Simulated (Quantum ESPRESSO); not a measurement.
**Run report: Dy, band-structure run (part 1 of 3)**

System: Dy (4 atoms in the cell).
Method: Kohn-Sham DFT of a periodic cell, PBEsol, SSSP 1.3 efficiency PBE, spin-polarised (Quantum ESPRESSO 7.5).

The structure derives from a Materials Project entry.

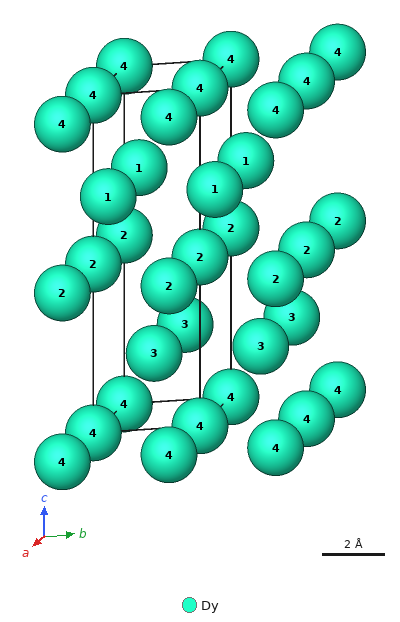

The structure as given in the input (spheres-only view of the cell of the calculation, repeated 2 × 2 × 1, seen slightly off an axis; atoms are numbered from 1 in the order of the input). An atom can appear more than once, as a periodic image.

Input:
```
&CONTROL
  calculation = 'scf'
  prefix = 'pwscf'
  outdir = './tmp'
  pseudo_dir = './pseudo'
  tprnfor = .true.
  tstress = .true.
  disk_io = 'low'
/
&SYSTEM
  ibrav = 0
  celldm(1) = 8
  nat = 4
  ntyp = 1
  ecutwfc = 55
  ecutrho = 440
  nbnd = 55
  input_dft = 'pbesol'
  occupations = 'smearing'
  smearing = 'fd'
  degauss = 0.00367493
  nspin = 2
  starting_magnetization(1) = 0.25
/
&ELECTRONS
  conv_thr = 8d-10
  electron_maxstep = 120
  mixing_beta = 0.3
/
ATOMIC_SPECIES
Dy   162.5000 Dy.paw.z_20.atompaw.wentzcovitch.v1.2.upf
CELL_PARAMETERS alat
  0.8451152548441   0.0000000000000   0.0000000000000
 -0.4225576274221   0.7318912798165   0.0000000000000
  0.0000000000000   0.0000000000000   2.7064652667224
ATOMIC_POSITIONS crystal
Dy     0.6666666667    0.3333333333    0.7500000000
Dy     0.0000000000    0.0000000000    0.5000000000
Dy     0.3333333333    0.6666666667    0.2500000000
Dy     0.0000000000    0.0000000000    0.0000000000
K_POINTS automatic
9 9 3 0 0 0
```

File bands.in:
```
&CONTROL
  calculation = 'bands'
  prefix = 'pwscf'
  outdir = './tmp'
  pseudo_dir = './pseudo'
  disk_io = 'low'
  verbosity = 'high'
/
&SYSTEM
  ibrav = 0
  celldm(1) = 8
  nat = 4
  ntyp = 1
  ecutwfc = 55
  ecutrho = 440
  nbnd = 55
  input_dft = 'pbesol'
  occupations = 'smearing'
  smearing = 'fd'
  degauss = 0.00367493
  nspin = 2
  starting_magnetization(1) = 0.25
/
&ELECTRONS
  conv_thr = 1d-08
  electron_maxstep = 120
  mixing_beta = 0.3
  diago_full_acc = .true.
  startingwfc = 'random'
/
ATOMIC_SPECIES
Dy   162.5000 Dy.paw.z_20.atompaw.wentzcovitch.v1.2.upf
CELL_PARAMETERS alat
  0.8451152548441   0.0000000000000   0.0000000000000
 -0.4225576274221   0.7318912798165   0.0000000000000
  0.0000000000000   0.0000000000000   2.7064652667224
ATOMIC_POSITIONS crystal
Dy     0.6666666667    0.3333333333    0.7500000000
Dy     0.0000000000    0.0000000000    0.5000000000
Dy     0.3333333333    0.6666666667    0.2500000000
Dy     0.0000000000    0.0000000000    0.0000000000
K_POINTS crystal
60
 0.0000000000  0.0000000000  0.0000000000 1
 0.0555555556  0.0000000000  0.0000000000 1
 0.1111111111  0.0000000000  0.0000000000 1
 0.1666666667  0.0000000000  0.0000000000 1
 0.2222222222  0.0000000000  0.0000000000 1
 0.2777777778  0.0000000000  0.0000000000 1
 0.3333333333  0.0000000000  0.0000000000 1
 0.3888888889  0.0000000000  0.0000000000 1
 0.4444444444  0.0000000000  0.0000000000 1
 0.5000000000  0.0000000000  0.0000000000 1
 0.4666666667  0.0666666667  0.0000000000 1
 0.4333333333  0.1333333333  0.0000000000 1
 0.4000000000  0.2000000000  0.0000000000 1
 0.3666666667  0.2666666667  0.0000000000 1
 0.3333333333  0.3333333333  0.0000000000 1
 0.3000000000  0.3000000000  0.0000000000 1
 0.2666666667  0.2666666667  0.0000000000 1
 0.2333333333  0.2333333333  0.0000000000 1
 0.2000000000  0.2000000000  0.0000000000 1
 0.1666666667  0.1666666667  0.0000000000 1
 0.1333333333  0.1333333333  0.0000000000 1
 0.1000000000  0.1000000000  0.0000000000 1
 0.0666666667  0.0666666667  0.0000000000 1
 0.0333333333  0.0333333333  0.0000000000 1
 0.0000000000  0.0000000000  0.0000000000 1
 0.0000000000  0.0000000000  0.2500000000 1
 0.0000000000  0.0000000000  0.5000000000 1
 0.0555555556  0.0000000000  0.5000000000 1
 0.1111111111  0.0000000000  0.5000000000 1
 0.1666666667  0.0000000000  0.5000000000 1
 0.2222222222  0.0000000000  0.5000000000 1
 0.2777777778  0.0000000000  0.5000000000 1
 0.3333333333  0.0000000000  0.5000000000 1
 0.3888888889  0.0000000000  0.5000000000 1
 0.4444444444  0.0000000000  0.5000000000 1
 0.5000000000  0.0000000000  0.5000000000 1
 0.4666666667  0.0666666667  0.5000000000 1
 0.4333333333  0.1333333333  0.5000000000 1
 0.4000000000  0.2000000000  0.5000000000 1
 0.3666666667  0.2666666667  0.5000000000 1
 0.3333333333  0.3333333333  0.5000000000 1
 0.3076923077  0.3076923077  0.5000000000 1
 0.2820512821  0.2820512821  0.5000000000 1
 0.2564102564  0.2564102564  0.5000000000 1
 0.2307692308  0.2307692308  0.5000000000 1
 0.2051282051  0.2051282051  0.5000000000 1
 0.1794871795  0.1794871795  0.5000000000 1
 0.1538461538  0.1538461538  0.5000000000 1
 0.1282051282  0.1282051282  0.5000000000 1
 0.1025641026  0.1025641026  0.5000000000 1
 0.0769230769  0.0769230769  0.5000000000 1
 0.0512820513  0.0512820513  0.5000000000 1
 0.0256410256  0.0256410256  0.5000000000 1
 0.0000000000  0.0000000000  0.5000000000 1
 0.5000000000  0.0000000000  0.5000000000 1
 0.5000000000  0.0000000000  0.2500000000 1
 0.5000000000  0.0000000000  0.0000000000 1
 0.3333333333  0.3333333333  0.0000000000 1
 0.3333333333  0.3333333333  0.2500000000 1
 0.3333333333  0.3333333333  0.5000000000 1
```

Run as:
```bash
OMP_NUM_THREADS=1 mpirun -n 2 pw.x -nk 2 -in pw.in > pw.out
OMP_NUM_THREADS=1 mpirun -n 2 pw.x -nk 2 -in bands.in > bands.out
```

Log:
```
This program is part of the open-source Quantum ESPRESSO suite
     for quantum simulation of materials; please cite
         "P. Giannozzi et al., J. Phys.:Condens. Matter 21 395502 (2009);
         "P. Giannozzi et al., J. Phys.:Condens. Matter 29 465901 (2017);
         "P. Giannozzi et al., J. Chem. Phys. 152 154105 (2020);
          URL
     in publications or presentations arising from this work. More details at

     file Dy.paw.z_20.atompaw.wentzcovitch.v1.2.upf: wavefunction(s)  6S 0P 5D 0D 4F 0F renormalized

     IMPORTANT: XC functional enforced from input :
     Exchange-correlation= PBESOL
                           (   1   4  10   8   0   0   0)
     Any further DFT definition will be discarded
     Please, verify this is what you really want

     Message from routine setup:
     using ibrav=0 with symmetry is DISCOURAGED, use correct ibrav instead

     K-points division:     npool     =       2
     Subspace diagonalization in iterative solution of the eigenvalue problem:
     a serial algorithm will be used

     G-vector sticks info
     --------------------
     sticks:   dense  smooth     PW     G-vecs:    dense   smooth      PW
     Sum        1393     685    199               133669    47131    7489

     Using Slab Decomposition

     bravais-lattice index     =            0
     lattice parameter (alat)  =       8.0000  a.u.
     unit-cell volume          =     857.1068 (a.u.)^3
     number of atoms/cell      =            4
     number of atomic types    =            1
     number of electrons       =        80.00
     number of Kohn-Sham states=           55
     kinetic-energy cutoff     =      55.0000  Ry
     charge density cutoff     =     440.0000  Ry
     scf convergence threshold =      8.0E-10
     mixing beta               =       0.3000
     number of iterations used =            8  plain     mixing
     Exchange-correlation= PBESOL
                           (   1   4  10   8   0   0   0)

     celldm(1)=   8.000000  celldm(2)=   0.000000  celldm(3)=   0.000000
     celldm(4)=   0.000000  celldm(5)=   0.000000  celldm(6)=   0.000000

     crystal axes: (cart. coord. in units of alat)
               a(1) = (   0.845115   0.000000   0.000000 )
               a(2) = (  -0.422558   0.731891   0.000000 )
               a(3) = (   0.000000   0.000000   2.706465 )

     reciprocal axes: (cart. coord. in units 2 pi/alat)
               b(1) = (  1.183271  0.683162 -0.000000 )
               b(2) = (  0.000000  1.366323  0.000000 )
               b(3) = (  0.000000 -0.000000  0.369486 )

     PseudoPot. # 1 for Dy read from file:
     Dy.paw.z_20.atompaw.wentzcovitch.v1.2.upf
     Pseudo is Projector augmented-wave + core cor, Zval = 20.0
     Generated using ATOMPAW code
     Shape of augmentation charge: BESSEL
     Using radial grid of 1112 points,  8 beta functions with:
                l(1) =   0
                l(2) =   0
                l(3) =   1
                l(4) =   1
                l(5) =   2
                l(6) =   2
                l(7) =   3
                l(8) =   3
     Q(r) pseudized with 0 coefficients

     atomic species   valence    mass     pseudopotential
     Dy               20.00   162.50000     Dy( 1.00)

     Starting magnetic structure
     atomic species   magnetization
     Dy              0.250

     24 Sym. Ops., with inversion, found (12 have fractional translation)

   Cartesian axes

     site n.     atom                  positions (alat units)
         1        Dy     tau(   1) = (   0.4225576   0.2439638   2.0298490  )
         2        Dy     tau(   2) = (   0.0000000   0.0000000   1.3532326  )
         3        Dy     tau(   3) = (  -0.0000000   0.4879275   0.6766163  )
         4        Dy     tau(   4) = (   0.0000000   0.0000000   0.0000000  )

     number of k points=    24  Fermi-Dirac smearing, width (Ry)=  0.0037
                       cart. coord. in units 2pi/alat
        k(    1) = (   0.0000000   0.0000000   0.0000000), wk =   0.0041152
        k(    2) = (   0.0000000   0.0000000   0.1231619), wk =   0.0082305
        k(    3) = (   0.0000000   0.1518137   0.0000000), wk =   0.0246914
        k(    4) = (   0.0000000   0.1518137   0.1231619), wk =   0.0493827
        k(    5) = (   0.0000000   0.3036274   0.0000000), wk =   0.0246914
        k(    6) = (   0.0000000   0.3036274   0.1231619), wk =   0.0493827
        k(    7) = (   0.0000000   0.4554411   0.0000000), wk =   0.0246914
        k(    8) = (   0.0000000   0.4554411   0.1231619), wk =   0.0493827
        k(    9) = (   0.0000000   0.6072547   0.0000000), wk =   0.0246914
        k(   10) = (   0.0000000   0.6072547   0.1231619), wk =   0.0493827
        k(   11) = (   0.1314745   0.2277205   0.0000000), wk =   0.0246914
        k(   12) = (   0.1314745   0.2277205   0.1231619), wk =   0.0493827
        k(   13) = (   0.1314745   0.3795342   0.0000000), wk =   0.0493827
        k(   14) = (   0.1314745   0.3795342   0.1231619), wk =   0.0987654
        k(   15) = (   0.1314745   0.5313479   0.0000000), wk =   0.0493827
        k(   16) = (   0.1314745   0.5313479   0.1231619), wk =   0.0987654
        k(   17) = (   0.1314745   0.6831616   0.0000000), wk =   0.0246914
        k(   18) = (   0.1314745   0.6831616   0.1231619), wk =   0.0493827
        k(   19) = (   0.2629490   0.4554411   0.0000000), wk =   0.0246914
        k(   20) = (   0.2629490   0.4554411   0.1231619), wk =   0.0493827
        k(   21) = (   0.2629490   0.6072547   0.0000000), wk =   0.0493827
        k(   22) = (   0.2629490   0.6072547   0.1231619), wk =   0.0987654
        k(   23) = (   0.3944235   0.6831616   0.0000000), wk =   0.0082305
        k(   24) = (   0.3944235   0.6831616   0.1231619), wk =   0.0164609

     Dense  grid:   133669 G-vectors     FFT dimensions: (  45,  45, 150)

     Smooth grid:    47131 G-vectors     FFT dimensions: (  32,  32, 108)

     Generating pointlists ...
     new r_m :   0.3441 (alat units)  2.7528 (a.u.) for type    1

     Initial potential from superposition of free atoms

     starting charge      79.9847, renormalised to      80.0000
     Starting wfcs are  128 randomized atomic wfcs
     Checking if some PAW data can be deallocated...

     Self-consistent Calculation

     iteration #  1     ecut=    55.00 Ry     beta= 0.30
     Davidson diagonalization with overlap
     ethr =  1.00E-02,  avg # of iterations =  2.0

     total energy              =   -3057.42682790 Ry
     estimated scf accuracy    <      30.65813528 Ry

     total magnetization       =    13.30 Bohr mag/cell
     absolute magnetization    =    13.30 Bohr mag/cell

     iteration #  2     ecut=    55.00 Ry     beta= 0.30
     Davidson diagonalization with overlap
     ethr =  1.00E-02,  avg # of iterations = 11.1

     total energy              =   -3083.06380770 Ry
     estimated scf accuracy    <     323.92675776 Ry

     total magnetization       =     2.78 Bohr mag/cell
     absolute magnetization    =     2.92 Bohr mag/cell

     iteration #  3     ecut=    55.00 Ry     beta= 0.30
     Davidson diagonalization with overlap
     ethr =  1.00E-02,  avg # of iterations =  3.7

     total energy              =   -3067.59714995 Ry
     estimated scf accuracy    <     177.16882771 Ry

     total magnetization       =     2.99 Bohr mag/cell
     absolute magnetization    =     2.99 Bohr mag/cell

     iteration #  4     ecut=    55.00 Ry     beta= 0.30
     Davidson diagonalization with overlap
     ethr =  1.00E-02,  avg # of iterations =  4.1

     total energy              =   -3073.21744059 Ry
     estimated scf accuracy    <     135.98193604 Ry

     total magnetization       =     5.10 Bohr mag/cell
     absolute magnetization    =     5.10 Bohr mag/cell

     iteration #  5     ecut=    55.00 Ry     beta= 0.30
     Davidson diagonalization with overlap
     ethr =  1.00E-02,  avg # of iterations =  2.6

     total energy              =   -3077.53812830 Ry
     estimated scf accuracy    <      20.12783823 Ry

     total magnetization       =    19.39 Bohr mag/cell
     absolute magnetization    =    19.39 Bohr mag/cell

     iteration #  6     ecut=    55.00 Ry     beta= 0.30
     Davidson diagonalization with overlap
     ethr =  1.00E-02,  avg # of iterations =  1.5

     total energy              =   -3077.96423440 Ry
     estimated scf accuracy    <      42.90738914 Ry

     total magnetization       =    14.73 Bohr mag/cell
     absolute magnetization    =    14.73 Bohr mag/cell

     iteration #  7     ecut=    55.00 Ry     beta= 0.30
     Davidson diagonalization with overlap
     ethr =  1.00E-02,  avg # of iterations =  1.3

     total energy              =   -3077.89264682 Ry
     estimated scf accuracy    <      63.72977350 Ry

     total magnetization       =    11.99 Bohr mag/cell
     absolute magnetization    =    11.99 Bohr mag/cell

     iteration #  8     ecut=    55.00 Ry     beta= 0.30
     Davidson diagonalization with overlap
     ethr =  1.00E-02,  avg # of iterations =  1.1

     total energy              =   -3077.83315161 Ry
     estimated scf accuracy    <      60.14948995 Ry

     total magnetization       =    12.39 Bohr mag/cell
     absolute magnetization    =    12.39 Bohr mag/cell

     iteration #  9     ecut=    55.00 Ry     beta= 0.30
     Davidson diagonalization with overlap
     ethr =  1.00E-02,  avg # of iterations =  1.0

     total energy              =   -3077.63022967 Ry
     estimated scf accuracy    <      55.86911261 Ry

     total magnetization       =    12.99 Bohr mag/cell
     absolute magnetization    =    12.99 Bohr mag/cell

     iteration # 10     ecut=    55.00 Ry     beta= 0.30
     Davidson diagonalization with overlap
     ethr =  1.00E-02,  avg # of iterations =  1.0

     total energy              =   -3072.36078097 Ry
     estimated scf accuracy    <      36.99727990 Ry

     total magnetization       =    16.04 Bohr mag/cell
     absolute magnetization    =    16.04 Bohr mag/cell

[... 59 further cycles ...]
     iteration # 70     ecut=    55.00 Ry     beta= 0.30
     Davidson diagonalization with overlap
     ethr =  8.96E-11,  avg # of iterations =  8.4

     total energy              =   -3077.24544665 Ry
     estimated scf accuracy    <       0.00000568 Ry

     total magnetization       =    -0.14 Bohr mag/cell
     absolute magnetization    =    19.42 Bohr mag/cell

     iteration # 71     ecut=    55.00 Ry     beta= 0.30
     Davidson diagonalization with overlap
     ethr =  8.96E-11,  avg # of iterations =  5.0

     total energy              =   -3077.24544786 Ry
     estimated scf accuracy    <       0.00000103 Ry

     total magnetization       =    -0.14 Bohr mag/cell
     absolute magnetization    =    19.42 Bohr mag/cell

     iteration # 72     ecut=    55.00 Ry     beta= 0.30
     Davidson diagonalization with overlap
     ethr =  8.96E-11,  avg # of iterations =  3.2

     total energy              =   -3077.24544817 Ry
     estimated scf accuracy    <       0.00000173 Ry

     total magnetization       =    -0.14 Bohr mag/cell
     absolute magnetization    =    19.42 Bohr mag/cell

     iteration # 73     ecut=    55.00 Ry     beta= 0.30
     Davidson diagonalization with overlap
     ethr =  8.96E-11,  avg # of iterations =  2.9

     total energy              =   -3077.24544840 Ry
     estimated scf accuracy    <       0.00000062 Ry

     total magnetization       =    -0.15 Bohr mag/cell
     absolute magnetization    =    19.42 Bohr mag/cell

     iteration # 74     ecut=    55.00 Ry     beta= 0.30
     Davidson diagonalization with overlap
     ethr =  8.96E-11,  avg # of iterations =  2.0

     total energy              =   -3077.24544871 Ry
     estimated scf accuracy    <       0.00000011 Ry

     total magnetization       =    -0.15 Bohr mag/cell
     absolute magnetization    =    19.42 Bohr mag/cell

     iteration # 75     ecut=    55.00 Ry     beta= 0.30
     Davidson diagonalization with overlap
     ethr =  8.96E-11,  avg # of iterations =  2.6

     total energy              =   -3077.24544871 Ry
     estimated scf accuracy    <       0.00000110 Ry

     total magnetization       =    -0.15 Bohr mag/cell
     absolute magnetization    =    19.42 Bohr mag/cell

     iteration # 76     ecut=    55.00 Ry     beta= 0.30
     Davidson diagonalization with overlap
     ethr =  8.96E-11,  avg # of iterations =  1.8

     total energy              =   -3077.24544888 Ry
     estimated scf accuracy    <       0.00000022 Ry
```
